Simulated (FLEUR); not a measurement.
**Ti: 5 runs along one coordinate**

System: Ti (Fm-3m, 1 atom in the cell).
Method: Kohn-Sham DFT of a periodic cell, PW91, DFT+U, all-electron, no spin polarisation (FLEUR MaX-R8.1 (later development tree)).

The 5 runs differ only in the geometry, by an even scaling of the cell at fixed fractional positions. The structure derives from an entry of the Crystallography Open Database.

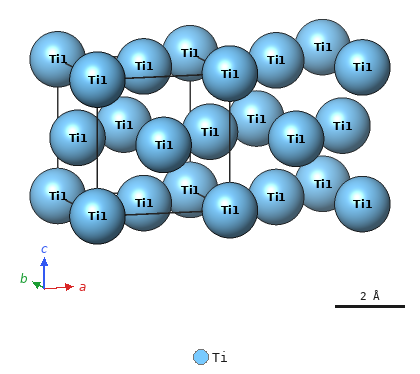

Figure 1. The structure of run 3 (spheres-only view of the cell 4 times as large as that of the calculation, set on its symmetry axes, repeated 2 × 1 × 1, seen slightly off an axis; atoms are numbered from 1 in the order of the input).

### Input of run 3
```
<?xml version="1.0" encoding="UTF-8" standalone="no"?>
<fleurInput fleurInputVersion="0.39">
   <comment>
      Ti                                                                                                  
   </comment>
   <calculationSetup>
      <cutoffs Kmax="3.8" Gmax="11.8" GmaxXC="11.8" numbands="0"/>
      <scfLoop itmax="100" minDistance="0.0002" maxIterBroyd="50" imix="Anderson" alpha="0.05" precondParam="0.0" spinf="2.0" sdNocoIR="T"/>
      <coreElectrons ctail="T" frcor="F" kcrel="0" coretail_lmax="0"/>
      <xcFunctional name="pw91" relativisticCorrections="F"/>
      <magnetism jspins="1"/>
      <soc l_soc="F" theta="0.0" phi="0.0" spav="F"/>
      <expertModes spex="0" secvar="F"/>
      <geometryOptimization l_f="F" forcealpha="1.0" forcemix="BFGS" epsdisp="0.00001" epsforce="0.00001"/>
      <ldaU l_linMix="F" mixParam="0.05" spinf="1.0"/>
   </calculationSetup>
   <cell>
      <bzIntegration valenceElectrons="12.0" mode="gauss" fermiSmearingEnergy="0.00183747">
         <kPointListSelection listName="default-1"/>
         <!-- k-points included here -->
         <xi:include xmlns:xi="http://www.w3.org/2001/XInclude" href="kpts.xml"> </xi:include>
      </bzIntegration>
      <!-- symmetry operations included here -->
      <xi:include xmlns:xi="http://www.w3.org/2001/XInclude" href="sym.xml"> </xi:include>
      <bulkLattice scale="1.0000000000">
         <bravaisMatrix>
            <row-1>    0.0000000000000000     3.8361440329379994     3.8361440329379994</row-1>
            <row-2>    3.8361440329379994     0.0000000000000000     3.8361440329379994</row-2>
            <row-3>    3.8361440329379994     3.8361440329379994     0.0000000000000000</row-3>
         </bravaisMatrix>
      </bulkLattice>
   </cell>
   <atomSpecies>
      <species name="Titanium (Ti)" element="Ti" atomicNumber="22">
         <mtSphere radius="2.46" gridPoints="829" logIncrement="0.015"/>
         <atomicCutoffs lmax="10" lnonsphr="8"/>
         <electronConfig flipSpins="F">
            <coreConfig>(1s1/2) (2s1/2) (2p1/2) (2p3/2)</coreConfig>
            <valenceConfig>(3s1/2) (3p1/2) (3p3/2) (4s1/2) (3d3/2) (3d5/2)</valenceConfig>
            <stateOccupation state="(3d3/2)" spinUp="0.400000" spinDown="0.400000"/>
            <stateOccupation state="(3d5/2)" spinUp="0.600000" spinDown="0.600000"/>
         </electronConfig>
         <energyParameters s="4" p="4" d="3" f="4"/>
         <ldaU l="2" U="4" J="0.9" l_amf="T"/>
         <lo type="SCLO" l="0" n="3" eDeriv="0"/>
         <lo type="SCLO" l="1" n="3" eDeriv="0"/>
         <lo type="SCLO" l="1" n="3" eDeriv="1"/>
         <lo type="SCLO" l="3" n="4" eDeriv="2"/>
      </species>
   </atomSpecies>
   <atomGroups>
      <atomGroup species="Titanium (Ti)">
         <relPos label="                   1">.0000000000 .0000000000 .0000000000</relPos>
         <force calculate="T" relaxXYZ="TTT"/>
      </atomGroup>
   </atomGroups>
   <output dos="F" band="F" slice="F">
      <checks vchk="F" cdinf="F"/>
      <bandDOS minEnergy="-.5*Htr" maxEnergy="0.5*Htr" sigma="0.015" storeEVData="T"/>
      <vacuumDOS vacdos="F" integ="F" star="F" nstars="0" locx1="0.0" locy1="0.0" locx2="0.0" locy2="0.0" nstm="0" tworkf="0.0"/>
      <unfoldingBand unfoldBand="F" supercellX="1" supercellY="1" supercellZ="1"/>
      <plotting iplot="0" polar="F">
         <plot TwoD="T" vec1="  1.0  0.0  0.0" vec2="  0.0  1.0  0.0" vec3="  0.0  0.0  1.0" zero="  0.0  0.0  0.0" file="plot"/>
      </plotting>
      <chargeDensitySlicing numkpt="0" minEigenval="0.0" maxEigenval="0.0" nnne="0" pallst="F"/>
      <specialOutput eonly="F"/>
      <moessbauerParams electricFieldGradient="T" isomerShift="T" coreHyperfine="T" valenceHyperfine="T"/>
      <magneticCircularDichroism mcd="F" energyLo="-10.0" energyUp="0.0"/>
   </output>
  <!-- We include the file relax.xml here to enable relaxations (see documentation) -->
  <xi:include xmlns:xi="http://www.w3.org/2001/XInclude" href="relax.xml"> <xi:fallback/> </xi:include>
</fleurInput>
```

Command:
```bash
inpgen -f crystal.txt -profile fastHighL; fleur_MPI
```

Run 4 has the same physical settings and fractional positions; its lattice vectors (Å) are:
```
   0.000000    2.056714    2.056714
   2.056714    0.000000    2.056714
   2.056714    2.056714    0.000000
```

### Results, with one run withheld

```tsv
run	volume per atom (Å³)	free energy per atom, from the lowest run given (meV)
1	15.727	223.33
2	16.062	167.28
3	16.731	80.05
4	17.400	?
5	17.735	0.00
```

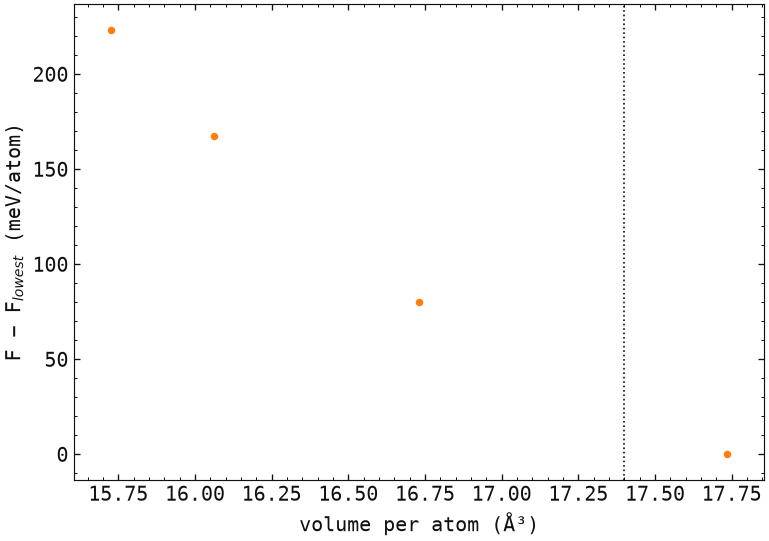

Figure 2. Free energy per atom of the runs given; the dotted line marks run 4.

Estimate the energy of run 4 from the others.

A quadratic polynomial in V^(−2/3) (the Birch–Murnaghan form), fitted to the 4 runs given, misses them by at most 0.05 meV per atom. With x = V^(−2/3) − 0.15408 Å⁻², it reads F = 102.58 + 19464 x + 6.9453e+05 x² (meV per atom). At run 4 it gives 20.70 meV per atom, and the run itself gives 21.19. The fit has no minimum inside this range.

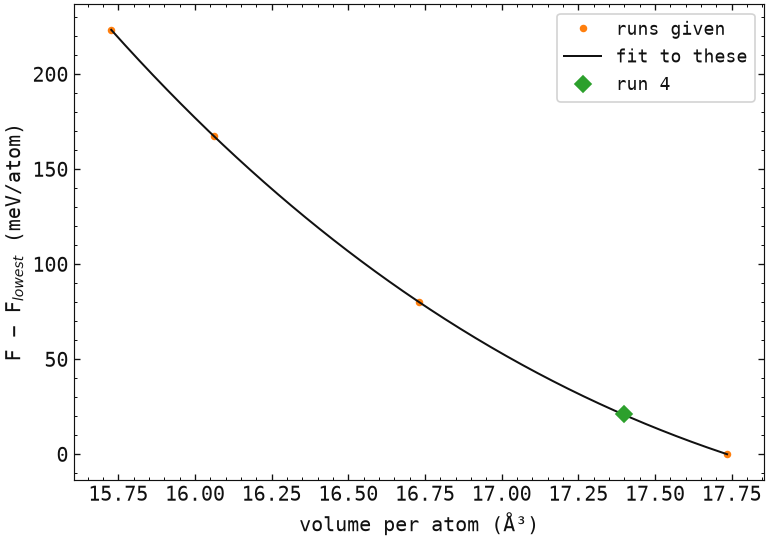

Figure 3. The fit and the withheld run.

### Output (run 4)
```
Welcome to FLEUR        (www.flapw.de)
      MaX-Release 8.1          (www.max-centre.eu)

 ========== k-point set info ==========
 Selected k-point list: default-1
 k-point list type: mesh
 11 x 11 x 11
 Number of k points: 56

 ------------Calculation Setup---------------------------
 Number of MPI-tasks      :            1
 Number of PE/node        :            1
 Number of OMP-threads    :            1
 Most efficient MPI parallelization for:
           1           2           4           7           8          14          28          56
 Additional eigenvalue parallelization possible
 Number of basis functions:          144
 Approximate size of matrices (H+S) per k-point:         0.000 GB
 --------------------------------------------------------
 no density matrix found ... skipping LDA+U
 Reset of history

 Iteration:     1   Distance:       7.33363232 me/bohr^3

 Iteration:     2   Distance:       6.73924797 me/bohr^3

 Iteration:     3   Distance:       6.04809140 me/bohr^3

 Iteration:     4   Distance:       3.59356843 me/bohr^3

 Iteration:     5   Distance:       1.71937668 me/bohr^3

 Iteration:     6   Distance:       0.53272789 me/bohr^3

 Iteration:     7   Distance:       0.26524084 me/bohr^3

 Iteration:     8   Distance:       0.02690069 me/bohr^3

 Iteration:     9   Distance:       0.05674079 me/bohr^3

 Iteration:    10   Distance:       0.00278106 me/bohr^3

 Iteration:    11   Distance:       0.00239152 me/bohr^3

 Iteration:    12   Distance:       0.00050546 me/bohr^3

 Iteration:    13   Distance:       0.00006558 me/bohr^3

 ********************************************************************
 Run finished successfully
 Stop message:
   all done
 ********************************************************************
```
